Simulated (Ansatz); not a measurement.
## Geometry relaxation, with input and output: Al$_{8}$Ni$_{8}$H (part 3 of 3)

Al$_{8}$Ni$_{8}$H (slab, 17 atoms in the cell); DFT PBE+D3(BJ), scalar-relativistic, plane waves, PAW, no spin polarisation (Ansatz 0.2.0); cutoff 420 eV, 5×7×1 k-mesh, Gaussian smearing of 0.1 eV. The structure derives from an entry of the Crystallography Open Database. The input holds or restrains some coordinates. Forces given for the steps count only the free coordinates.

Geometry of the input (Å; fractional positions):
```
5.7148  0.0000  0.0000
0.0000  4.0410  0.0000
0.0000  0.0000  25.0615
Al 0.0000  0.5000  0.3392
Al 0.5000  0.5000  0.3392
Ni 0.2500  0.0000  0.3392
Ni 0.7500  0.0000  0.3392
Al 0.0000  0.0000  0.4198
Al 0.5000  0.0000  0.4198
Ni 0.2500  0.5000  0.4198
Ni 0.7500  0.5000  0.4198
Al 0.0000  0.5000  0.5007
Al 0.5000  0.5000  0.5007
Ni 0.2500  0.0000  0.4994
Ni 0.7500  0.0000  0.4994
Al 0.0000  0.0000  0.5850
Al 0.5000  0.0000  0.5850
Ni 0.2500  0.5000  0.5778
Ni 0.7500  0.5000  0.5778
H  0.0000  0.0000  0.6457
```

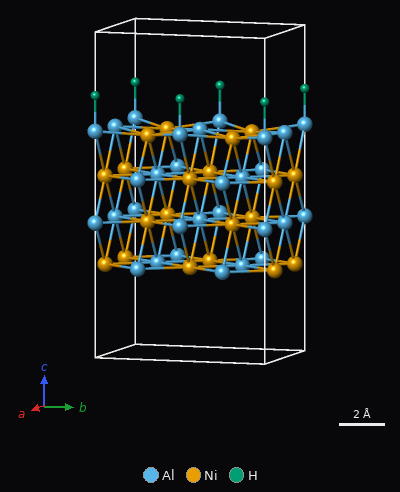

Fig. 1: The geometry at step 3 of the log (ball-and-stick view of the 1 × 2 repeat of the cell, with the vacuum cut short, seen slightly off an axis).

Output, continued:
```
  k-point 0: bands = ["-102.1274", "-102.1258", "-102.0825", "-102.0809", "-101.6710", "-101.6690", "-101.6567", "-101.6552", "-62.5690", "-62.5596", "-62.5526", "-62.5348", "-62.5179", "-62.5158", "-62.5100", "-62.5071", "-62.5050", "-62.4850", "-62.4799", "-62.4778", "-62.1937", "-62.1918", "-62.1599", "-62.1574", "-62.1146", "-62.0861", "-62.0635", "-62.0393", "-62.0003", "-61.9969", "-61.9561", "-61.9540", "-9.5211", "-8.0416", "-6.1226", "-5.3677", "-5.1632", "-4.4384", "-4.3518", "-3.8031", "-3.4517", "-2.7018", "-2.6894", "-2.6051", "-2.5469", "-2.1693", "-2.0885", "-2.0462", "-2.0365", "-1.7852", "-1.7619", "-1.6384", "-1.4588", "-1.4240", "-1.3059", "-1.0010", "-0.9874", "-0.9270", "-0.8536", "-0.8381", "-0.7980", "-0.7690", "-0.7059", "-0.6082", "-0.5336", "-0.5110", "-0.4468", "-0.2806", "-0.2264", "-0.2028", "-0.1366", "-0.0949", "-0.0051", "0.0117", "0.0173", "0.0701", "0.1263", "0.2564", "0.2605", "0.3011", "0.4410", "0.6921", "1.0120", "1.3046", "1.5315", "1.5741", "2.7704", "2.9060", "3.3971", "3.5168", "4.0362", "4.1858", "4.3469", "4.9175", "5.2149", "5.3168", "5.5342", "5.6053", "5.8351", "6.1078", "6.3611", "6.4230"]
  k-point 1: bands = ["-102.1274", "-102.1258", "-102.0825", "-102.0809", "-101.6710", "-101.6690", "-101.6567", "-101.6552", "-62.5690", "-62.5596", "-62.5526", "-62.5348", "-62.5186", "-62.5164", "-62.5100", "-62.5064", "-62.5043", "-62.4850", "-62.4800", "-62.4779", "-62.1938", "-62.1918", "-62.1599", "-62.1574", "-62.1146", "-62.0861", "-62.0635", "-62.0393", "-62.0002", "-61.9968", "-61.9560", "-61.9540", "-9.3315", "-7.8571", "-5.9529", "-5.2614", "-4.9766", "-4.4437", "-4.3039", "-3.6259", "-3.4555", "-3.2120", "-2.8632", "-2.7413", "-2.6088", "-2.3946", "-2.1777", "-2.1204", "-2.0167", "-1.8508", "-1.5903", "-1.4715", "-1.3993", "-1.3358", "-1.2539", "-1.0543", "-1.0036", "-0.9149", "-0.8761", "-0.8239", "-0.7959", "-0.7876", "-0.7124", "-0.5896", "-0.5413", "-0.5059", "-0.4703", "-0.3878", "-0.2690", "-0.2175", "-0.1405", "-0.1377", "-0.1052", "0.0012", "0.0206", "0.0274", "0.1350", "0.2224", "0.3040", "0.3374", "0.4429", "0.6935", "0.9632", "0.9773", "1.2331", "1.5169", "2.2304", "2.4628", "2.5778", "3.6229", "4.3439", "4.4261", "4.4864", "4.5739", "4.7905", "4.9429", "5.4415", "5.5406", "5.8150", "6.2943", "6.3447", "6.4643"]
  k-point 2: bands = ["-102.1274", "-102.1258", "-102.0825", "-102.0809", "-101.6710", "-101.6690", "-101.6567", "-101.6552", "-62.5689", "-62.5596", "-62.5526", "-62.5348", "-62.5199", "-62.5177", "-62.5100", "-62.5051", "-62.5031", "-62.4850", "-62.4802", "-62.4781", "-62.1939", "-62.1918", "-62.1600", "-62.1574", "-62.1146", "-62.0861", "-62.0635", "-62.0393", "-62.0002", "-61.9968", "-61.9560", "-61.9540", "-8.7698", "-7.3118", "-5.4716", "-5.2751", "-4.9575", "-4.4335", "-4.1531", "-3.9107", "-3.5629", "-3.3521", "-3.2344", "-3.1197", "-2.5781", "-2.4703", "-2.1322", "-1.9950", "-1.9725", "-1.7644", "-1.5132", "-1.4008", "-1.3436", "-1.2868", "-1.2740", "-1.1674", "-1.0512", "-0.9646", "-0.8784", "-0.8624", "-0.8487", "-0.8093", "-0.7772", "-0.5663", "-0.5529", "-0.5145", "-0.5011", "-0.4460", "-0.3952", "-0.3778", "-0.3256", "-0.1868", "-0.1631", "-0.0859", "-0.0853", "0.0519", "0.1562", "0.2006", "0.2790", "0.3311", "0.4743", "0.6402", "0.7949", "0.8361", "0.8907", "1.2368", "1.2884", "1.3031", "2.0068", "3.0647", "3.3848", "3.9660", "4.0094", "4.3986", "4.8034", "5.1962", "5.2949", "5.5066", "5.5146", "6.1187", "6.8613", "7.0104"]
  k-point 11: bands = ["-102.1268", "-102.1264", "-102.0819", "-102.0814", "-101.6707", "-101.6693", "-101.6562", "-101.6557", "-62.5643", "-62.5616", "-62.5479", "-62.5422", "-62.5201", "-62.5194", "-62.5035", "-62.5029", "-62.5016", "-62.4934", "-62.4797", "-62.4789", "-62.1933", "-62.1926", "-62.1596", "-62.1580", "-62.1088", "-62.0917", "-62.0551", "-62.0476", "-61.9996", "-61.9974", "-61.9553", "-61.9547", "-7.1788", "-6.3673", "-6.0287", "-5.8058", "-5.3340", "-5.0715", "-4.8336", "-4.3135", "-3.9153", "-3.2719", "-3.1382", "-2.7337", "-2.3037", "-2.0248", "-1.9479", "-1.8954", "-1.7191", "-1.5411", "-1.4853", "-1.3898", "-1.3029", "-1.2417", "-1.1676", "-1.1524", "-1.0694", "-1.0499", "-1.0035", "-0.9820", "-0.9561", "-0.8794", "-0.8625", "-0.8330", "-0.7972", "-0.7140", "-0.6752", "-0.6402", "-0.5835", "-0.5519", "-0.4783", "-0.4456", "-0.4057", "-0.3438", "-0.3187", "-0.2766", "-0.2662", "-0.2186", "-0.1858", "-0.1608", "0.2932", "0.5310", "0.6285", "0.7990", "0.9612", "1.6345", "1.9605", "2.2504", "2.5097", "3.2673", "3.9795", "4.2426", "4.2477", "4.6950", "4.9011", "5.2233", "5.4770", "5.6534", "6.0076", "6.3181", "6.5075", "6.9115"]
--- Relaxed structure (5 steps of the walk, 5 accepted, 0 SCFs on fresh bases) ---
  F+E_penalty+E_count = -51044.26547658 eV   max|allowed force component| = 9.297e-3 eV/Å
  atoms:
    - { symbol: Al, position: [0.0, 0.5, 0.3391655233] }
    - { symbol: Al, position: [0.5, 0.5, 0.3391655233] }
    - { symbol: Ni, position: [0.25, 0.0, 0.3391655233] }
    - { symbol: Ni, position: [0.7500000000000001, 0.0, 0.3391655233] }
    - { symbol: Al, position: [0.0, 0.0, 0.41978729020000005] }
    - { symbol: Al, position: [0.5, 0.0, 0.41978729020000005] }
    - { symbol: Ni, position: [0.25, 0.5, 0.41978729020000005] }
    - { symbol: Ni, position: [0.7500000000000001, 0.5, 0.41978729020000005] }
    - { symbol: Al, position: [0.0, 0.5, 0.501276365189833] }
    - { symbol: Al, position: [0.5, 0.5, 0.4987269098703367] }
    - { symbol: Ni, position: [0.24766098796645758, 0.0, 0.49992493233347646] }
    - { symbol: Ni, position: [0.7523390120335424, 0.0, 0.49992493233347646] }
    - { symbol: Al, position: [0.0, 0.0, 0.5863197077765482] }
    - { symbol: Al, position: [0.5, 0.0, 0.5836387915042975] }
    - { symbol: Ni, position: [0.2626102373342625, 0.5, 0.575493121766781] }
    - { symbol: Ni, position: [0.7373897626657376, 0.5, 0.575493121766781] }
    - { symbol: H, position: [0.0, 0.0, 0.6512663861753063] }
```

Trajectory as extended XYZ (Å, eV, eV/Å), 5 frames, from step=1 to step=5:
```
17
Lattice="5.7148 0.0000 0.0000 0.0000 4.0410 0.0000 0.0000 0.0000 25.0615" Properties=species:S:1:pos:R:3:forces:R:3 step=1 energy=-51044.13049
Al    0.0000    2.0205    8.5000    0.0000   0.0000  -0.6638
Al    2.8574    2.0205    8.5000    0.0000   0.0000  -0.5880
Ni    1.4287    0.0000    8.5000   -0.0226   0.0000   0.5990
Ni    4.2861    0.0000    8.5000    0.0226   0.0000   0.5990
Al    0.0000    0.0000   10.5205    0.0000   0.0000  -0.3813
Al    2.8574    0.0000   10.5205    0.0000   0.0000  -0.3777
Ni    1.4287    2.0205   10.5205   -0.0265   0.0000   0.4554
Ni    4.2861    2.0205   10.5205    0.0265   0.0000   0.4554
Al    0.0000    2.0205   12.5490    0.0000   0.0000   0.1227
Al    2.8574    2.0205   12.5490    0.0000   0.0000   0.0675
Ni    1.4287    0.0000   12.5152   -0.0214   0.0000   0.1273
Ni    4.2861    0.0000   12.5152    0.0214   0.0000   0.1273
Al    0.0000    0.0000   14.6610    0.0000   0.0000  -1.2887
Al    2.8574    0.0000   14.6610    0.0000   0.0000  -0.2000
Ni    1.4287    2.0205   14.4797    0.4693   0.0000  -0.2850
Ni    4.2861    2.0205   14.4797   -0.4693   0.0000  -0.2850
H     0.0000    0.0000   16.1810    0.0000   0.0000   1.5145
17
Lattice="5.7148 0.0000 0.0000 0.0000 4.0410 0.0000 0.0000 0.0000 25.0615" Properties=species:S:1:pos:R:3:forces:R:3 step=2 energy=-51044.23497
Al    0.0000    2.0205    8.5000    0.0000   0.0000  -0.6701
Al    2.8574    2.0205    8.5000    0.0000   0.0000  -0.5896
Ni    1.4287    0.0000    8.5000   -0.0229   0.0000   0.6000
Ni    4.2861    0.0000    8.5000    0.0229   0.0000   0.6000
Al    0.0000    0.0000   10.5205    0.0000   0.0000  -0.3879
Al    2.8574    0.0000   10.5205    0.0000   0.0000  -0.3857
Ni    1.4287    2.0205   10.5205   -0.0437   0.0000   0.4338
Ni    4.2861    2.0205   10.5205    0.0437   0.0000   0.4338
Al    0.0000    2.0205   12.5502    0.0000   0.0000   0.0899
Al    2.8574    2.0205   12.5324    0.0000   0.0000   0.0106
Ni    1.4249    0.0000   12.5175   -0.0329   0.0000   0.0852
Ni    4.2899    0.0000   12.5175    0.0329   0.0000   0.0852
Al    0.0000    0.0000   14.6770    0.0000   0.0000  -0.3592
Al    2.8574    0.0000   14.6349    0.0000   0.0000  -0.0737
Ni    1.4526    2.0205   14.4557    0.2860   0.0000  -0.1717
Ni    4.2622    2.0205   14.4557   -0.2860   0.0000  -0.1717
H     0.0000    0.0000   16.2685    0.0000   0.0000   0.4665
17
Lattice="5.7148 0.0000 0.0000 0.0000 4.0410 0.0000 0.0000 0.0000 25.0615" Properties=species:S:1:pos:R:3:forces:R:3 step=3 energy=-51044.26389
Al    0.0000    2.0205    8.5000    0.0000   0.0000  -0.6787
Al    2.8574    2.0205    8.5000    0.0000   0.0000  -0.5896
Ni    1.4287    0.0000    8.5000   -0.0241   0.0000   0.6015
Ni    4.2861    0.0000    8.5000    0.0241   0.0000   0.6015
Al    0.0000    0.0000   10.5205    0.0000   0.0000  -0.3836
Al    2.8574    0.0000   10.5205    0.0000   0.0000  -0.3894
Ni    1.4287    2.0205   10.5205   -0.0751   0.0000   0.4059
Ni    4.2861    2.0205   10.5205    0.0751   0.0000   0.4059
Al    0.0000    2.0205   12.5559    0.0000   0.0000   0.0247
Al    2.8574    2.0205   12.5091    0.0000   0.0000  -0.0494
Ni    1.4187    0.0000   12.5232   -0.0278   0.0000   0.0219
Ni    4.2962    0.0000   12.5232    0.0278   0.0000   0.0219
Al    0.0000    0.0000   14.6926    0.0000   0.0000   0.0390
Al    2.8574    0.0000   14.6153    0.0000   0.0000   0.0346
Ni    1.4865    2.0205   14.4255    0.0561   0.0000  -0.0149
Ni    4.2284    2.0205   14.4255   -0.0561   0.0000  -0.0149
H     0.0000    0.0000   16.3251    0.0000   0.0000  -0.0370
17
Lattice="5.7148 0.0000 0.0000 0.0000 4.0410 0.0000 0.0000 0.0000 25.0615" Properties=species:S:1:pos:R:3:forces:R:3 step=4 energy=-51044.26437
Al    0.0000    2.0205    8.5000    0.0000   0.0000  -0.6834
Al    2.8574    2.0205    8.5000    0.0000   0.0000  -0.5868
Ni    1.4287    0.0000    8.5000   -0.0255   0.0000   0.5990
Ni    4.2861    0.0000    8.5000    0.0255   0.0000   0.5990
Al    0.0000    0.0000   10.5205    0.0000   0.0000  -0.3404
Al    2.8574    0.0000   10.5205    0.0000   0.0000  -0.3640
Ni    1.4287    2.0205   10.5205   -0.0981   0.0000   0.3907
Ni    4.2861    2.0205   10.5205    0.0981   0.0000   0.3907
Al    0.0000    2.0205   12.5592    0.0000   0.0000   0.0236
Al    2.8574    2.0205   12.4924    0.0000   0.0000   0.0771
Ni    1.4145    0.0000   12.5348    0.0198   0.0000  -0.0085
Ni    4.3003    0.0000   12.5348   -0.0198   0.0000  -0.0085
Al    0.0000    0.0000   14.6992    0.0000   0.0000  -0.0151
Al    2.8574    0.0000   14.6482    0.0000   0.0000  -0.0750
Ni    1.5007    2.0205   14.4207    0.0130   0.0000  -0.0045
Ni    4.2142    2.0205   14.4207   -0.0130   0.0000  -0.0045
H     0.0000    0.0000   16.3262    0.0000   0.0000   0.0106
17
Lattice="5.7148 0.0000 0.0000 0.0000 4.0410 0.0000 0.0000 0.0000 25.0615" Properties=species:S:1:pos:R:3:forces:R:3 step=5 energy=-51044.26548
Al    0.0000    2.0205    8.5000    0.0000   0.0000  -0.6814
Al    2.8574    2.0205    8.5000    0.0000   0.0000  -0.5868
Ni    1.4287    0.0000    8.5000   -0.0251   0.0000   0.6004
Ni    4.2861    0.0000    8.5000    0.0251   0.0000   0.6004
Al    0.0000    0.0000   10.5205    0.0000   0.0000  -0.3609
Al    2.8574    0.0000   10.5205    0.0000   0.0000  -0.3777
Ni    1.4287    2.0205   10.5205   -0.0939   0.0000   0.4033
Ni    4.2861    2.0205   10.5205    0.0939   0.0000   0.4033
Al    0.0000    2.0205   12.5627    0.0000   0.0000  -0.0014
Al    2.8574    2.0205   12.4988    0.0000   0.0000   0.0013
Ni    1.4153    0.0000   12.5289   -0.0005   0.0000   0.0010
Ni    4.2995    0.0000   12.5289    0.0005   0.0000   0.0010
Al    0.0000    0.0000   14.6941    0.0000   0.0000  -0.0041
Al    2.8574    0.0000   14.6269    0.0000   0.0000   0.0051
Ni    1.5008    2.0205   14.4227   -0.0093   0.0000  -0.0037
Ni    4.2141    2.0205   14.4227    0.0093   0.0000  -0.0037
H     0.0000    0.0000   16.3217    0.0000   0.0000   0.0038
```

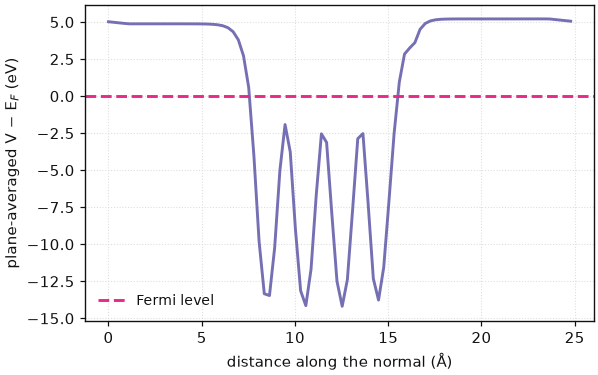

Fig. 2: Plane average of the electrostatic potential energy of an electron across the cell, from the Fermi level. The vacuum level lies 5.21 eV above the Fermi level on the upper side and 4.88 eV on the lower.

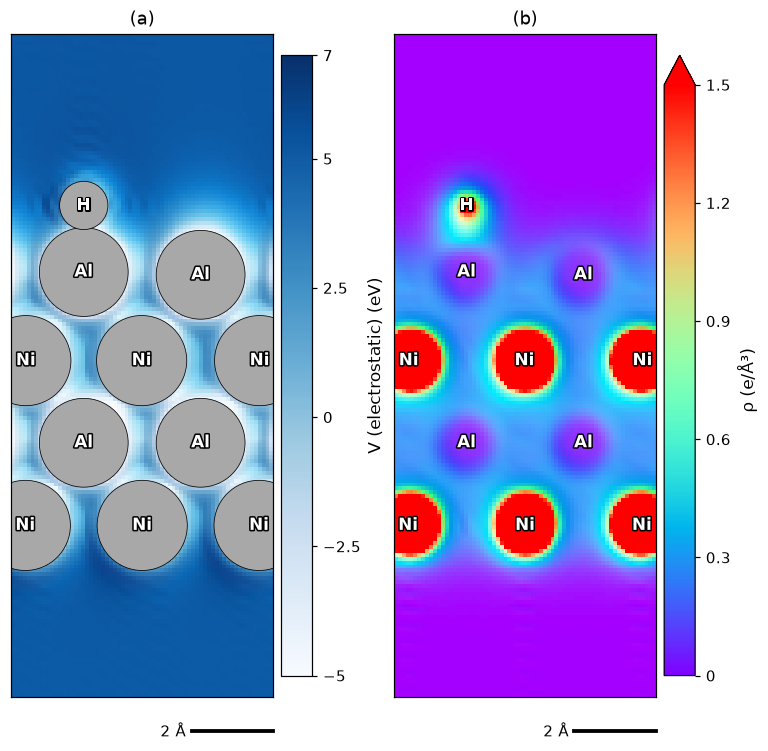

Fig. 3: (a) electrostatic potential energy of an electron; (b) valence electron density on the (010) plane of the calculation cell, a cut from vacuum to vacuum. Grey discs, where drawn, cover atomic cores. The section cuts through Ni, Al and H sites. Al–H (1.63 Å): ρ is about 0.4 e/Å³ halfway. Al–Ni (2.46 Å): ρ at the midpoint is about 0.32 e/Å³. Al–Ni (2.47 Å): the density is about 0.31 e/Å³ at the midpoint. Al–Ni (2.55 Å): ρ at the midpoint is about 0.27 e/Å³. Al–Ni (2.59 Å): the density is about 0.26 e/Å³ at the midpoint. The density dies away to nearly zero in the vacuum. In a PAW calculation such maps are meaningful between the atoms, not at the nuclei.

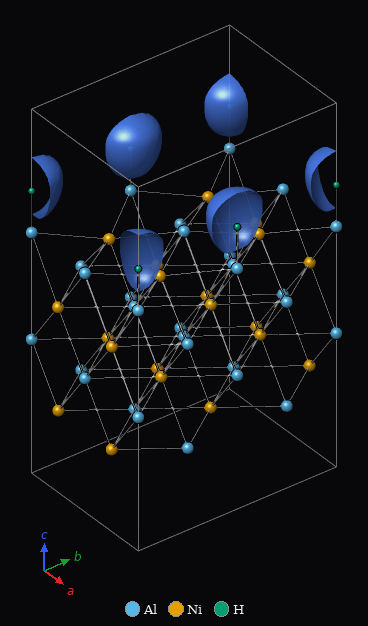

Fig. 4: Isosurface of the ELF at 0.8 (blue), seen at an oblique angle. Only the valence region is drawn (cores and ρ < 0.01 e/Å³ removed). Sticks mark near contacts. The ELF exceeds this value in one region around a hydrogen nucleus, counted in one cell of 17 atoms. Profiles from the grid: Al–H (1.63 Å): the ELF is about 1 at the midpoint. Al–Ni (2.35 Å): the ELF is about 0.40 at the midpoint; no localised pair between them.

Results in brief:

| quantity | value |
| --- | --- |
| outcome | converged under the restraints of the input |
| electrons treated | 169 |
| free energy | −51044.2655 eV |
| work function, top face | 5.21 eV |
| work function, bottom face | 4.88 eV |
| Fermi energy | 1.284 eV |
| gap on the k-point mesh | none (metallic) |
| final volume | 578.76 Å³ |
| work function (upper face) | 5.21 eV |
| largest force (length of the vector) at the end, held atoms and coordinates included | 0.681 eV/Å |
| hardware | 2 threads of Arm Neoverse V1, 24 GiB of memory available, shared host |
| wall time | 5.2 min (CPU time 10 min) |
| peak memory | 1.3 GiB |

Notes:

Warnings of the run: the exchange-correlation potential is rough where the density is thin. The run has no spin polarisation, so a magnetic state may lie lower.
